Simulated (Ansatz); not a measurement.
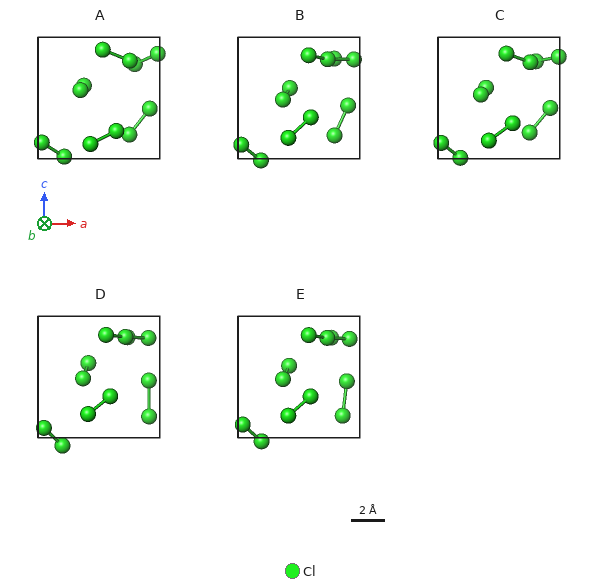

5 geometries from one relaxation of an amorphous cell of composition Cl, in shuffled order. A ball-and-stick model of the cell of the calculation, seen along the b axis.

The cell holds 6 Cl2. The run prepares the start of a later molecular dynamics calculation, from a guessed geometry.

The calculation used Ansatz 0.2.0, DFT PBEsol, scalar-relativistic, plane waves, PAW. (plane-wave cutoff 420 eV; k-point mesh 1 × 1 × 1; occupations fermi dirac; smearing width 0.05 eV; no spin polarisation; atoms relaxed in a fixed cell; force threshold 0.3 eV/Å; at most 15 steps)

### Put them in the order of the run, from the start to the converged end.

A, C, B, E, D. They are steps 0, 3, 6, 9, 12, at +2.478 eV per cell of the calculation, +1.421 eV per cell of the calculation, +0.950 eV per cell of the calculation, +0.357 eV per cell of the calculation relative to the last. Over 12 geometry steps the energy falls by 2.478 eV per cell of the calculation. Largest force component: 1.3 eV/Å at the start, 0.099 eV/Å at the end. A Cl atom moves most: 1.28 Å roughly along [3 1 0]. The lattice vectors keep their values. Among the contacts that change: Cl–Cl 3.682 → 2.366 Å, Cl–Cl 2.789 → 3.795 Å, Cl–Cl 3.481 → 2.590 Å, Cl–Cl 2.713 → 3.411 Å. New bonds form: Cl–Cl (2.86 → 2.22 Å), Cl–Cl (3.68 → 2.37 Å).

Limits of the set-up: the periodic images lie only 7.4 Å apart, so the values are limited by the cell's size.
